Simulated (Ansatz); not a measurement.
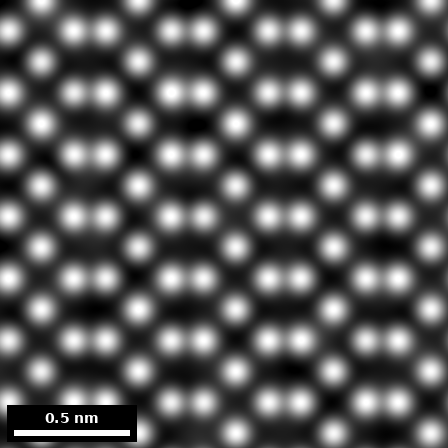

An image along [100] of one of the structures below (computed or model cells, partly hypothetical, each in its standard cell). Simulated incoherent Z contrast: every atom adds Z^1.7 spread by a probe of 0.97 Å full width; channelling and multiple scattering are left out. The probe carries 15 % of its weight in a tail 2.5 times as wide. The display is stretched by a gamma of 0.8; percentages refer to the linear signal. The speckle of an amorphous layer was added.

A. Si
Space group Fd-3m:1 (No. 227). a = 5.445 Å, b = 5.445 Å, c = 5.445 Å, α = 90.00°, β = 90.00°, γ = 90.00°
```tsv
atom	site	symmetry	x	y	z
Si	8a	-43m	0.0000	0.0000	0.0000
```

B. Nb
Space group Fddd:1 (No. 70). a = 2.762 Å, b = 5.416 Å, c = 9.884 Å, α = 90.00°, β = 90.00°, γ = 90.00°
```csv
atom,site,symmetry,x,y,z
Nb,8b,222,0.7500,0.7500,0.7500
```

C. Nb
Space group P6_3/mmc (No. 194). a = 2.861 Å, b = 2.861 Å, c = 10.526 Å, α = 90.00°, β = 90.00°, γ = 120.00°
```tsv
atom	site	symmetry	x	y	z
Nb	2a	-3m.	0.0000	0.0000	0.0000
Nb	2c	-6m2	0.3333	0.6667	0.2500
```

D. Nb
Space group P6/mmm (No. 191). a = 4.883 Å, b = 4.883 Å, c = 2.688 Å, α = 90.00°, β = 90.00°, γ = 120.00°
```tsv
atom	site	symmetry	x	y	z
Nb	1a	6/mmm	0.0000	0.0000	0.0000
Nb	2d	-6m2	0.3333	0.6667	0.5000
```

> Which structure was imaged?

D, Nb. Along [100] the projected cells are A 1.93 × 1.93 Å, 90°; B 2.71 × 2.82 Å, 119°; C 2.48 × 10.53 Å, 90°; D 2.69 × 4.23 Å, 90°. The image repeats as D does.

Structure D: the geometry given to an electronic-structure calculation, possibly off equilibrium; the starting structure was generated, so it need not be a known form of this composition.
